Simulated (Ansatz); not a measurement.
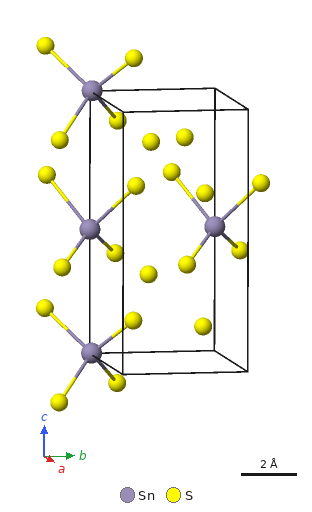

Starting structure of a crystal of SnS₄ (a generated structure, set up in P1) (coarse preliminary run). A ball-and-stick model of the cell of the calculation, seen slightly off an axis.

All numbers below come from Ansatz 0.2.0, DFT PBE, scalar-relativistic, plane waves, PAW.

Input
```yaml
crystal:
  lattice:
    - [0.0215071681, 4.8935920225, 0.0155308359]
    - [-0.0447841956, 0.0155308359, 4.7193886137]
    - [9.7586747206, 0.0430143363, -0.0895683911]
  atoms:
    - { symbol: Sn, position: [0.0337725711, -0.0080521318, 0.4754913086] }
    - { symbol: Sn, position: [0.0278531166, 0.0087904361, 0.0032952894] }
    - { symbol: S, position: [0.2595378794, 0.2809241443, 0.1428917618] }
    - { symbol: S, position: [0.3087196075, 0.287859677, 0.6602998363] }
    - { symbol: S, position: [0.7399075765, 0.2742194167, 0.3582254357] }
    - { symbol: S, position: [0.6798377238, 0.3075122547, 0.8578720824] }
    - { symbol: S, position: [0.6862631984, 0.7258375258, 0.15024969] }
    - { symbol: S, position: [0.7022327291, 0.7349295622, 0.6591929444] }
    - { symbol: S, position: [0.2794926772, 0.7050424014, 0.353431024] }
    - { symbol: S, position: [0.2823829205, 0.6829367135, 0.8390506273] }
basis:
  ecutwfc: 420
kpoints:
  mp_grid: { grid: [4, 4, 2] }
hamiltonian:
  xc: pbe
scf:
  occupations: { method: gaussian, width: 0.2 }
  lower_state_search: "off"
output:
  forces: true
  stress: true
  eigenvalues: true
relax:
  adjacent_minimum: "off"
  f_tol: 0.025
  max_steps: 60
  cell: { stress_tol: 0.25 }
```

Command:
```bash
ansatz run input.yaml --threads 1 --pin off --max-ram 2560MiB --backend cpu --events-out ev --progress --plain --runs-dir out
```

**Where does the relaxation end?**

The largest move relative to the cell is that of S4, 1.04 Å along [1 1 −1]. By element the largest moves are S 1.04 Å, Sn 0.73 Å. The volume changes by +26.4 %, with a 4.894 → 5.604 Å (+14.5 %), b 4.720 → 4.953 Å (+4.9 %), c 9.759 → 10.262 Å (+5.2 %), α 91.1° → 90.0°, β 89.5° → 89.8°, γ 89.6° → 90.1°. Some distances before and after: S8–S10 2.706 → 4.387 Å, S4–S9 3.618 → 2.054 Å, S6–S7 3.440 → 2.054 Å, S8–S10 (another image) 3.361 → 2.089 Å. New bonds form, among them: S3–S5 (3.29 → 2.09 Å), S4–S9 (3.62 → 2.05 Å), S6–S7 (3.44 → 2.05 Å), S8–S10 (3.36 → 2.09 Å). Among the angles between lasting bonds that change: S4–Sn1–S8 95.4° → 113.8°, S5–Sn1–S8 103.2° → 116.2°, S4–Sn1–S9 114.4° → 102.7°. The space group stays P1 (No. 1). Over 19 accepted moves (20 points after the start) the energy falls by 8.360 eV per cell of the calculation. The largest force component goes from 3.7 to 0.014 eV/Å. The pressure goes from 3.21 to 0.08 GPa. At 1 point the geometry stayed and the basis and grid were re-selected for the new cell (energy shift of 22.6 meV per cell of the calculation at most each time). The run took 6.1 min on 1 thread of Arm Neoverse V2, on a shared host, peak memory 0.52 GiB.

History of the run:

| step | E − E(0), meV/atom | largest force component, eV/Å | pressure, GPa | volume, Å³/atom | note |
| --- | --- | --- | --- | --- | --- |
| 0 | 0.00 | 3.7111 | 3.21 | 22.535 |  |
| 1 | -120.36 | 0.7098 | 0.84 | 22.390 |  |
| 2 | -182.06 | 0.7553 | 0.46 | 22.347 |  |
| 3 | -275.67 | 1.2784 | 0.15 | 22.452 |  |
| 4 | -388.28 | 1.5848 | 0.11 | 22.675 |  |
| 5 | -521.15 | 1.2272 | 0.56 | 23.110 |  |
| 6 | -573.49 | 1.2155 | 3.00 | 23.383 |  |
| 7 | -619.18 | 0.6175 | 1.05 | 24.655 |  |
| 8 | -651.93 | 0.5221 | -0.11 | 25.526 |  |
| 9 | -680.66 | 1.1800 | 0.06 | 26.143 |  |
| 10 | -693.36 | 2.1982 | 1.19 | 26.771 |  |
| 11 | -737.63 | 1.1590 | 1.77 | 27.120 |  |
| 12 | -752.49 | 1.2028 | -0.02 | 27.666 |  |
| 13 | -794.99 | 0.4297 | 0.17 | 28.891 |  |
| 14 | -812.27 | 0.2531 | 0.04 | 29.178 |  |
| 15 | -820.89 | 0.2049 | -0.06 | 29.189 |  |
| 16 | -826.28 | 0.4217 | -0.38 | 29.100 |  |
| 17 | -832.09 | 0.1270 | 0.16 | 28.112 |  |
| 18 | -832.18 | 0.1639 | -0.11 | 28.570 |  |
| 19 | -833.70 | 0.0112 | 0.00 | 28.485 |  |
| 20 | -835.96 | 0.0142 | 0.08 | 28.485 | same geometry, new basis |

The structure at the end:

```xyz
10
Lattice="0.0066 5.6040 -0.0081 0.0010 -0.0058 4.9532 10.2623 0.0175 0.0052" Properties=species:S:1:pos:R:3 pbc="T T T"
Sn    5.1302    0.5748    4.9537
Sn    0.0070    5.0312   -0.0042
S     1.8249    0.7334    1.0447
S     5.9007    2.1501    1.8062
S     3.3164    4.8679    1.0289
S     9.4956    3.4747    1.8010
S     0.7841    3.4600    3.1420
S     6.9666    4.8817    3.9009
S     4.3512    2.1457    3.1538
S     8.4413    0.7503    3.9221
```

After the run, drawn alike:

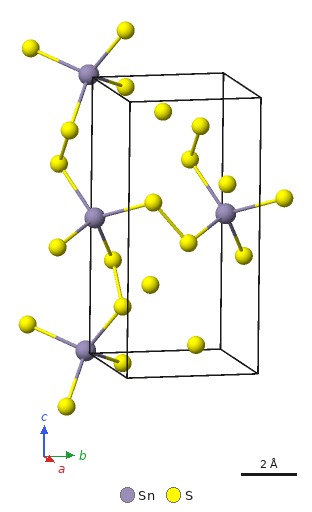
